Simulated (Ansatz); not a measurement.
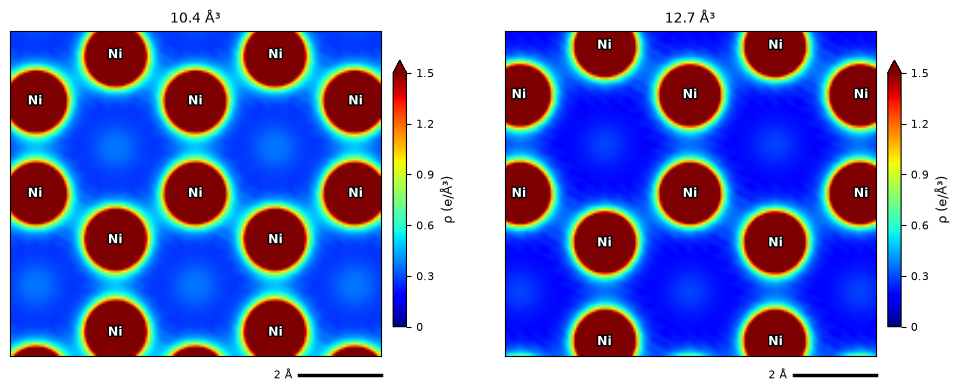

Ni. The valence charge density (pseudo) of cells scaled evenly to different volumes (given per atom above each panel), on the (001) plane of each (indices in the axes of the cell below), at one length scale and on one colour scale.

A generated structure, not necessarily the stable one; spin-polarised.

Level of theory: DFT, revPBE, plane waves (420 eV) with PAW, scalar-relativistic (Ansatz 0.2.0).

Core electrons are frozen (PAW), and the valence fields are smoothed inside the atomic spheres.

The largest cell:

```yaml
crystal:
  lattice:
    - [4.17345, 0.00000, 0.00000]
    - [-2.08672, 3.61431, 0.00000]
    - [0.00000, 0.00000, 2.53016]
  atoms:
    - { symbol: Ni, position: [0.00000, 0.00000, 0.00000] }
    - { symbol: Ni, position: [0.33333, 0.66667, 0.50000] }
    - { symbol: Ni, position: [0.66667, 0.33333, 0.50000] }
```

| volume (Å³/atom) | Ni–Ni contact in the plane (Å) | ρ at its midpoint (e/Å³) | pressure (GPa) | largest moment (μB) | 
| --- | --- | --- | --- | --- |
| 10.45 | 2.257 | 0.481 | 17.8 | 0.67 | 
| 11.81 | 2.351 | ? | ? | ? | 
| 12.72 | 2.410 | 0.358 | −15.0 | 0.75 | 

### Estimate the missing row, and compare with the calculation.

Over the known rows ln ρ falls by 1.93 per Å of Ni–Ni distance (the line through the two), which gives 0.401 e/Å³ at 2.351 Å; the calculation gives 0.398 e/Å³. For the pressure, a straight line in volume between the neighbouring rows gives −1.9 GPa; the calculation gives −6.3, lower because pressure rises ever faster on compression. For the largest moment, a straight line in volume between the neighbouring rows gives 0.72 μB; the calculation gives 0.71.
